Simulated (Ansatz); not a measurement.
**Geometry relaxation, with input and output: AlN (part 1 of 3)**

System: AlN (slab, 24 atoms in the cell).
Method: DFT PBE+D3(BJ), scalar-relativistic, plane waves, PAW, no spin polarisation (Ansatz 0.2.0).

The structure derives from an entry of the Crystallography Open Database. The input holds or restrains some coordinates. Forces given for the steps count only the free coordinates. It belongs to a series of runs on one base structure; here: clean slab, lower planes held.

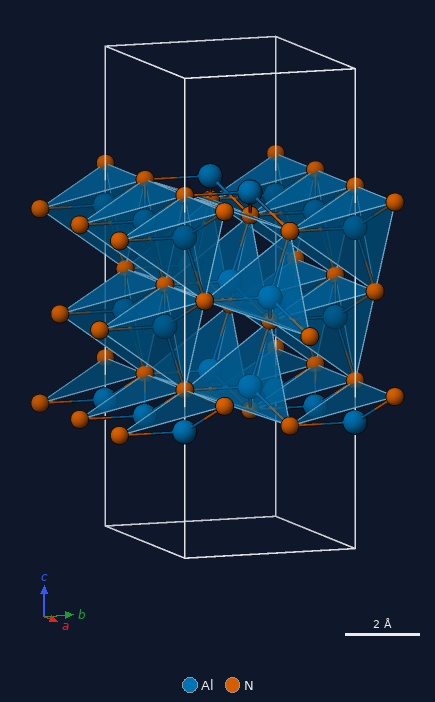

Figure 1. The starting structure (polyhedral view of the cell of the calculation, with the vacuum cut short, seen slightly off an axis; polyhedra are completed across the faces of the cell). An atom can appear more than once, as a periodic image.

### Input
```yaml
crystal:
  lattice:
    - [6.2188310403, 0.0, 0.0]
    - [0.0, 4.9787845624, 0.0]
    - [0.0, 0.0, 22.2832766065]
  atoms:
    - { symbol: Al, position: [0.5, 0.9984424904, 0.359013629] }
    - { symbol: Al, position: [0.0, 0.9984424904, 0.359013629] }
    - { symbol: "N", position: [0.5, 0.6165575096, 0.359013629] }
    - { symbol: "N", position: [0.0, 0.6165575096, 0.359013629] }
    - { symbol: Al, position: [0.75, 0.4984424904, 0.3992954493] }
    - { symbol: Al, position: [0.25, 0.4984424904, 0.3992954493] }
    - { symbol: "N", position: [0.75, 0.1165575096, 0.3992954493] }
    - { symbol: "N", position: [0.25, 0.1165575096, 0.3992954493] }
    - { symbol: Al, position: [0.75, 0.9984424904, 0.4798590899] }
    - { symbol: Al, position: [0.25, 0.9984424904, 0.4798590899] }
    - { symbol: "N", position: [0.75, 0.6165575096, 0.4798590899] }
    - { symbol: "N", position: [0.25, 0.6165575096, 0.4798590899] }
    - { symbol: Al, position: [0.0, 0.4984424904, 0.5201409101] }
    - { symbol: Al, position: [0.5, 0.4984424904, 0.5201409101] }
    - { symbol: "N", position: [0.0, 0.1165575096, 0.5201409101] }
    - { symbol: "N", position: [0.5, 0.1165575096, 0.5201409101] }
    - { symbol: Al, position: [0.0, 0.9984424904, 0.6007045507] }
    - { symbol: Al, position: [0.5, 0.9984424904, 0.6007045507] }
    - { symbol: "N", position: [0.0, 0.6165575096, 0.6007045507] }
    - { symbol: "N", position: [0.5, 0.6165575096, 0.6007045507] }
    - { symbol: Al, position: [0.25, 0.4984424904, 0.640986371] }
    - { symbol: Al, position: [0.75, 0.4984424904, 0.640986371] }
    - { symbol: "N", position: [0.25, 0.1165575096, 0.640986371] }
    - { symbol: "N", position: [0.75, 0.1165575096, 0.640986371] }
basis:
  ecutwfc: 420
kpoints:
  mp_grid: { grid: [3, 3, 1] }
hamiltonian:
  xc: pbe
  dispersion: d3bj
scf:
  occupations: { method: gaussian, width: 0.05 }
output:
  forces: true
  eigenvalues: true
  write_density: true
  write_potential: true
  elf: true
  volumetric_format: npy
relax:
  adjacent_minimum: "off"
  f_tol: 0.03
  max_steps: 70
  constraints: [{ sites: [0, 1, 2, 3, 4, 5, 6, 7, 8, 9, 10, 11] }]
efield:
  axis: 3
  dipole_correction: true
  ramp_width: 0.04
```

Launch command:
```bash
ansatz run input.yaml --threads 2 --pin off --max-ram 5120MiB --backend cpu --events-out ev --progress --plain --runs-dir out
```

### What the program printed
```
Engine: ansatz 0.2.0, aarch64-unknown-linux-gnu
Pseudopotentials: kind: paw
Pseudopotential: Al, paw, valence charge 3, recommended cutoff 420 eV (normal), Al.paw.azcp
Pseudopotential: N, paw, valence charge 5, recommended cutoff 420 eV (normal), N.paw.azcp
Functional definition: PBE
  parameter kappa = 0.804
  parameter beta = 0.06672455060314922
  exchange = pbe_x(kappa = kappa, mu = beta*pi^2/3)
  correlation = pbe_c(beta = beta)
Crystal: 24 atoms, lattice volume = 689.940 Å³
Basis set: ecut = 420 eV, 13575 PW (Γ), exchange–correlation on 90×72×300 points (8 copies of the dense FFT grid, shifted against one another)
Bands: 72, of which v1, the nominal top of the filled ones, is band 48 counted from 1 (47 counted from 0)
Symmetry: 4 space group operations
k-points: 4 of 9 (time reversal used)
Non-local potential: Al, projectors of the file, l = 0: 2, l = 1: 2, l = 2: 1
Non-local potential: N, projectors of the file, l = 0: 2, l = 1: 2, l = 2: 1
PAW form: soft (Blöchl's): semilocal exchange-correlation on the pseudo side does not see the compensation charge
PAW one-centre angular grid: Al, 110 points (default); XC on 64 Gauss nodes
PAW one-centre angular grid: N, 110 points (default); XC on 64 Gauss nodes
Initial density: superposition of atomic densities (neutral atoms: chi_scale 0, normalization atom), corrected by the library's trained network
Initial wavefunctions: pseudopotential atomic-orbital guess
Functional: x = pbe(κ = 0.804, μ = 0.2195149727645171), c = pbe(β = 0.06672455060314922)
SCF iter   1: F=—  HF=-11085.524384 eV  |F-HF|=—  |Δ(HF+E_count)|=         —  Δρ=1.67e-3  dr2=1.56e-2  ethr=1.77e-3  p=0.000 e·Å  D=5.99e-14 V/Å  ΔV_dip=-0.00 eV  dr2_dipole=3.99e-8  V_vac-E_F(+/−)=4.27/4.27 eV  ⟨swp⟩=14.2  Hψ=2132  notcnv=0  defer=30
efield: sawtooth ramp at fractional position 0.9800 (placed from the atoms, in the widest stretch of the axis that holds none; the zero of the levels goes with the place), width 0.0400; the density the first Hamiltonian is built on has a dipole p = 0.000 e·Å; the dipole correction subtracts the counter field D = 5.99e-14 V/Å, which shifts the + side's vacuum level by -0.00 eV against the − side's; the planar-averaged density in the ramp window peaks in size at 5.3e-6 e/Å³
preconditioner: auto → Resta (q_TF=auto, 1.964 Å⁻¹)  ε∞=2.5  [insulator: Δε(μ)=1.237 eV  Ē_g=11.167 eV  σ=0.050 eV  W_gap=1.00  n_scr=84 (ndim 8)  ℏωp=13.9 eV  f_vac=0.550  D(μ)=0.00/eV (n_scr^D=0)  ε∞_Penn≈2.5  vacuum switching on, ρ_ref=9.0e-3 e/Å³]
SCF iter   2: F=—  HF=-11085.524394 eV  |F-HF|=—  |Δ(HF+E_count)|=   1.02e-5  Δρ=9.03e-4  dr2=5.24e-3  ethr=1.63e-5  p=-0.000 e·Å  D=-3.12e-5 V/Å  ΔV_dip=0.00 eV  dr2_dipole=6.59e-8  V_vac-E_F(+/−)=4.32/4.32 eV  ⟨swp⟩=2.0  Hψ=527  notcnv=0  defer=66
SCF iter   3: F=—  HF=-11085.525495 eV  |F-HF|=—  |Δ(HF+E_count)|=   1.10e-3  Δρ=4.70e-4  dr2=1.25e-3  ethr=5.46e-6  p=0.000 e·Å  D=9.28e-7 V/Å  ΔV_dip=-0.00 eV  dr2_dipole=1.68e-10  V_vac-E_F(+/−)=4.31/4.31 eV  ⟨swp⟩=2.0  Hψ=368  notcnv=0  defer=66
SCF iter   4: F=—  HF=-11085.526314 eV  |F-HF|=—  |Δ(HF+E_count)|=   8.19e-4  Δρ=1.98e-4  dr2=2.22e-4  ethr=1.30e-6  p=0.000 e·Å  D=1.22e-5 V/Å  ΔV_dip=-0.00 eV  dr2_dipole=5.70e-9  V_vac-E_F(+/−)=4.32/4.32 eV  ⟨swp⟩=2.2  Hψ=354  notcnv=0  defer=66
SCF iter   5: F=—  HF=-11085.526517 eV  |F-HF|=—  |Δ(HF+E_count)|=   2.03e-4  Δρ=5.25e-5  dr2=1.96e-5  ethr=2.31e-7  p=0.000 e·Å  D=8.29e-7 V/Å  ΔV_dip=-0.00 eV  dr2_dipole=1.70e-10  V_vac-E_F(+/−)=4.32/4.32 eV  ⟨swp⟩=2.0  Hψ=347  notcnv=0  defer=66
SCF iter   6: F=-11085.526536 eV  HF=-11085.526535 eV  |F-HF|=9.63e-7  |Δ(HF+E_count)|=   1.79e-5  Δρ=1.20e-5  dr2=8.93e-7  ethr=2.04e-8  p=-0.000 e·Å  D=-2.28e-6 V/Å  ΔV_dip=0.00 eV  dr2_dipole=4.06e-10  V_vac-E_F(+/−)=4.32/4.32 eV  ⟨swp⟩=32.0  Hψ=3408  notcnv=0
SCF 1 converged in 6 iterations: F = -11085.526536 eV  dr2 = 8.93e-7
  greatest PAW one-centre occupation: 0.792 electrons in one spin orbital (limit 2), on the N atom at site 19 (counted from 0), in its partial waves of l = 0
relax step   1: F+E_penalty+E_count = -11085.52653568 eV  Δ(F+E_penalty+E_count) = +0.000e0 eV  max|allowed force component| = 1.866e0 eV/Å  Δτ_max = 0.0000 Å  (6 SCF iters, dr2 threshold 2.25e-5 eV, accepted)
Initial density: handed on by an earlier stage of this run
Initial wavefunctions: those handed on with the density
iter 1 solved again at ethr=1.73e-4 eV; its pass at ethr=3.10e-3 eV (dr2=1.66e-1 eV) is discarded
SCF iter   1: F=—  HF=-11086.223311 eV  |F-HF|=—  |Δ(HF+E_count)|=         —  Δρ=4.54e-3  dr2=1.68e-1  ethr=1.73e-4  p=-0.000 e·Å  D=-2.28e-6 V/Å  ΔV_dip=0.00 eV  dr2_dipole=1.11e-3  V_vac-E_F(+/−)=4.25/4.25 eV  ⟨swp⟩=2.0  Hψ=1132  notcnv=0  defer=76
efield: sawtooth ramp at fractional position 0.9800 (handed on by an earlier solve), width 0.0400; the density the first Hamiltonian is built on has a dipole p = -0.000 e·Å; the dipole correction subtracts the counter field D = -2.28e-6 V/Å, which shifts the + side's vacuum level by +0.00 eV against the − side's; the planar-averaged density in the ramp window peaks in size at 9.3e-8 e/Å³
preconditioner: auto → Resta (q_TF=auto, 1.964 Å⁻¹)  ε∞=2.5  [insulator: Δε(μ)=1.487 eV  Ē_g=11.327 eV  σ=0.050 eV  W_gap=1.00  n_scr=84 (ndim 8)  ℏωp=13.9 eV  f_vac=0.559  D(μ)=0.00/eV (n_scr^D=0)  ε∞_Penn≈2.5  vacuum switching on, ρ_ref=9.3e-3 e/Å³]
SCF iter   2: F=—  HF=-11086.195282 eV  |F-HF|=—  |Δ(HF+E_count)|=   2.80e-2  Δρ=2.28e-3  dr2=3.87e-2  ethr=1.73e-4  p=-0.024 e·Å  D=-6.18e-3 V/Å  ΔV_dip=0.14 eV  dr2_dipole=4.23e-5  V_vac-E_F(+/−)=4.38/4.24 eV  ⟨swp⟩=2.8  Hψ=388  notcnv=0  defer=76
SCF iter   3: F=—  HF=-11086.191718 eV  |F-HF|=—  |Δ(HF+E_count)|=   3.56e-3  Δρ=1.11e-3  dr2=9.61e-3  ethr=4.03e-5  p=-0.030 e·Å  D=-7.97e-3 V/Å  ΔV_dip=0.18 eV  dr2_dipole=3.96e-4  V_vac-E_F(+/−)=4.43/4.25 eV  ⟨swp⟩=2.0  Hψ=508  notcnv=0  defer=78
SCF iter   4: F=—  HF=-11086.192610 eV  |F-HF|=—  |Δ(HF+E_count)|=   8.92e-4  Δρ=5.48e-4  dr2=2.41e-3  ethr=1.00e-5  p=-0.049 e·Å  D=-1.30e-2 V/Å  ΔV_dip=0.29 eV  dr2_dipole=1.34e-9  V_vac-E_F(+/−)=4.54/4.25 eV  ⟨swp⟩=2.0  Hψ=373  notcnv=0  defer=78
SCF iter   5: F=—  HF=-11086.192769 eV  |F-HF|=—  |Δ(HF+E_count)|=   1.59e-4  Δρ=1.30e-4  dr2=1.78e-4  ethr=2.51e-6  p=-0.054 e·Å  D=-1.42e-2 V/Å  ΔV_dip=0.32 eV  dr2_dipole=2.82e-6  V_vac-E_F(+/−)=4.57/4.25 eV  ⟨swp⟩=2.0  Hψ=383  notcnv=0  defer=78
SCF iter   6: F=-11086.192866 eV  HF=-11086.192862 eV  |F-HF|=4.27e-6  |Δ(HF+E_count)|=   9.32e-5  Δρ=4.14e-5  dr2=1.66e-5  ethr=1.04e-7  p=-0.057 e·Å  D=-1.49e-2 V/Å  ΔV_dip=0.33 eV  dr2_dipole=1.04e-6  V_vac-E_F(+/−)=4.58/4.25 eV  ⟨swp⟩=27.2  Hψ=3674  notcnv=0
SCF 2 converged in 6 iterations: F = -11086.192866 eV  dr2 = 1.66e-5
relax step   2: F+E_penalty+E_count = -11086.19286608 eV  Δ(F+E_penalty+E_count) = -6.663e-1 eV  max|allowed force component| = 1.111e0 eV/Å  Δτ_max = 0.1707 Å  (6 SCF iters, dr2 threshold 1.00e-4 eV, accepted)
SCF iter   1: F=—  HF=-11086.568397 eV  |F-HF|=—  |Δ(HF+E_count)|=         —  Δρ=6.72e-3  dr2=3.93e-1  ethr=9.96e-4  p=-0.057 e·Å  D=-1.49e-2 V/Å  ΔV_dip=0.33 eV  dr2_dipole=3.12e-3  V_vac-E_F(+/−)=4.57/4.24 eV  ⟨swp⟩=4.2  Hψ=775  notcnv=0  defer=72
efield: sawtooth ramp at fractional position 0.9800 (handed on by an earlier solve), width 0.0400; the density the first Hamiltonian is built on has a dipole p = -0.057 e·Å; the dipole correction subtracts the counter field D = -1.49e-2 V/Å, which shifts the + side's vacuum level by +0.33 eV against the − side's; the planar-averaged density in the ramp window peaks in size at 1.5e-7 e/Å³
preconditioner: auto → Resta (q_TF=auto, 1.964 Å⁻¹)  ε∞=2.5  [insulator: Δε(μ)=1.524 eV  Ē_g=11.456 eV  σ=0.050 eV  W_gap=1.00  n_scr=84 (ndim 8)  ℏωp=13.9 eV  f_vac=0.562  D(μ)=0.00/eV (n_scr^D=0)  ε∞_Penn≈2.5  vacuum switching on, ρ_ref=9.5e-3 e/Å³]
SCF iter   2: F=—  HF=-11086.457953 eV  |F-HF|=—  |Δ(HF+E_count)|=   1.10e-1  Δρ=2.72e-3  dr2=6.38e-2  ethr=4.10e-4  p=-0.088 e·Å  D=-2.30e-2 V/Å  ΔV_dip=0.51 eV  dr2_dipole=1.54e-3  V_vac-E_F(+/−)=4.74/4.23 eV  ⟨swp⟩=2.2  Hψ=509  notcnv=0  defer=80
SCF iter   3: F=—  HF=-11086.444789 eV  |F-HF|=—  |Δ(HF+E_count)|=   1.32e-2  Δρ=1.34e-3  dr2=1.30e-2  ethr=6.65e-5  p=-0.067 e·Å  D=-1.76e-2 V/Å  ΔV_dip=0.39 eV  dr2_dipole=1.39e-4  V_vac-E_F(+/−)=4.62/4.23 eV  ⟨swp⟩=2.5  Hψ=386  notcnv=0  defer=80
SCF iter   4: F=—  HF=-11086.443158 eV  |F-HF|=—  |Δ(HF+E_count)|=   1.63e-3  Δρ=3.48e-4  dr2=7.41e-4  ethr=1.35e-5  p=-0.071 e·Å  D=-1.85e-2 V/Å  ΔV_dip=0.41 eV  dr2_dipole=4.06e-6  V_vac-E_F(+/−)=4.64/4.23 eV  ⟨swp⟩=2.0  Hψ=508  notcnv=0  defer=80
SCF iter   5: F=—  HF=-11086.443473 eV  |F-HF|=—  |Δ(HF+E_count)|=   3.14e-4  Δρ=1.70e-4  dr2=2.25e-4  ethr=7.72e-7  p=-0.074 e·Å  D=-1.95e-2 V/Å  ΔV_dip=0.43 eV  dr2_dipole=2.04e-6  V_vac-E_F(+/−)=4.66/4.22 eV  ⟨swp⟩=2.0  Hψ=389  notcnv=0  defer=80
SCF iter   6: F=-11086.443472 eV  HF=-11086.443473 eV  |F-HF|=1.18e-6  |Δ(HF+E_count)|=   1.34e-7  Δρ=4.19e-5  dr2=1.33e-5  ethr=8.03e-8  p=-0.074 e·Å  D=-1.94e-2 V/Å  ΔV_dip=0.43 eV  dr2_dipole=2.44e-7  V_vac-E_F(+/−)=4.66/4.22 eV  ⟨swp⟩=26.0  Hψ=3571  notcnv=0
SCF 3 converged in 6 iterations: F = -11086.443472 eV  dr2 = 1.33e-5
  greatest PAW one-centre occupation: 0.795 electrons in one spin orbital (limit 2), on the N atom at site 23 (counted from 0), in its partial waves of l = 0
relax step   3: F+E_penalty+E_count = -11086.44347162 eV  Δ(F+E_penalty+E_count) = -2.506e-1 eV  max|allowed force component| = 1.006e0 eV/Å  Δτ_max = 0.1148 Å  (6 SCF iters, dr2 threshold 7.71e-5 eV, accepted)
SCF iter   1: F=—  HF=-11086.518415 eV  |F-HF|=—  |Δ(HF+E_count)|=         —  Δρ=2.38e-3  dr2=6.27e-2  ethr=5.84e-4  p=-0.074 e·Å  D=-1.94e-2 V/Å  ΔV_dip=0.43 eV  dr2_dipole=6.99e-4  V_vac-E_F(+/−)=4.66/4.22 eV  ⟨swp⟩=2.5  Hψ=553  notcnv=0  defer=80
efield: sawtooth ramp at fractional position 0.9800 (handed on by an earlier solve), width 0.0400; the density the first Hamiltonian is built on has a dipole p = -0.074 e·Å; the dipole correction subtracts the counter field D = -1.94e-2 V/Å, which shifts the + side's vacuum level by +0.43 eV against the − side's; the planar-averaged density in the ramp window peaks in size at 1.0e-7 e/Å³
preconditioner: auto → Resta (q_TF=auto, 1.964 Å⁻¹)  ε∞=2.5  [insulator: Δε(μ)=1.543 eV  Ē_g=11.439 eV  σ=0.050 eV  W_gap=1.00  n_scr=84 (ndim 8)  ℏωp=13.9 eV  f_vac=0.562  D(μ)=0.00/eV (n_scr^D=0)  ε∞_Penn≈2.5  vacuum switching on, ρ_ref=9.5e-3 e/Å³]
SCF iter   2: F=—  HF=-11086.497756 eV  |F-HF|=—  |Δ(HF+E_count)|=   2.07e-2  Δρ=8.57e-4  dr2=6.88e-3  ethr=6.53e-5  p=-0.059 e·Å  D=-1.55e-2 V/Å  ΔV_dip=0.35 eV  dr2_dipole=1.15e-4  V_vac-E_F(+/−)=4.57/4.23 eV  ⟨swp⟩=2.0  Hψ=467  notcnv=0  defer=80
SCF iter   3: F=—  HF=-11086.496164 eV  |F-HF|=—  |Δ(HF+E_count)|=   1.59e-3  Δρ=5.87e-4  dr2=2.43e-3  ethr=7.16e-6  p=-0.068 e·Å  D=-1.79e-2 V/Å  ΔV_dip=0.40 eV  dr2_dipole=5.32e-6  V_vac-E_F(+/−)=4.62/4.22 eV  ⟨swp⟩=2.8  Hψ=396  notcnv=0  defer=80
SCF iter   4: F=—  HF=-11086.495747 eV  |F-HF|=—  |Δ(HF+E_count)|=   4.17e-4  Δρ=1.69e-4  dr2=2.08e-4  ethr=2.53e-6  p=-0.068 e·Å  D=-1.80e-2 V/Å  ΔV_dip=0.40 eV  dr2_dipole=8.23e-6  V_vac-E_F(+/−)=4.62/4.22 eV  ⟨swp⟩=2.0  Hψ=376  notcnv=0  defer=80
SCF iter   5: F=-11086.495730 eV  HF=-11086.495743 eV  |F-HF|=1.31e-5  |Δ(HF+E_count)|=   4.24e-6  Δρ=6.41e-5  dr2=3.22e-5  ethr=1.04e-7  p=-0.071 e·Å  D=-1.86e-2 V/Å  ΔV_dip=0.42 eV  dr2_dipole=1.23e-7  V_vac-E_F(+/−)=4.64/4.22 eV  ⟨swp⟩=23.0  Hψ=3360  notcnv=0
SCF 4 converged in 5 iterations: F = -11086.495730 eV  dr2 = 3.22e-5
  greatest PAW one-centre occupation: 0.794 electrons in one spin orbital (limit 2), on the N atom at site 23 (counted from 0), in its partial waves of l = 0
relax step   4: F+E_penalty+E_count = -11086.49572977 eV  Δ(F+E_penalty+E_count) = -5.226e-2 eV  max|allowed force component| = 7.843e-2 eV/Å  Δτ_max = 0.0394 Å  (5 SCF iters, dr2 threshold 1.00e-4 eV, accepted)
```
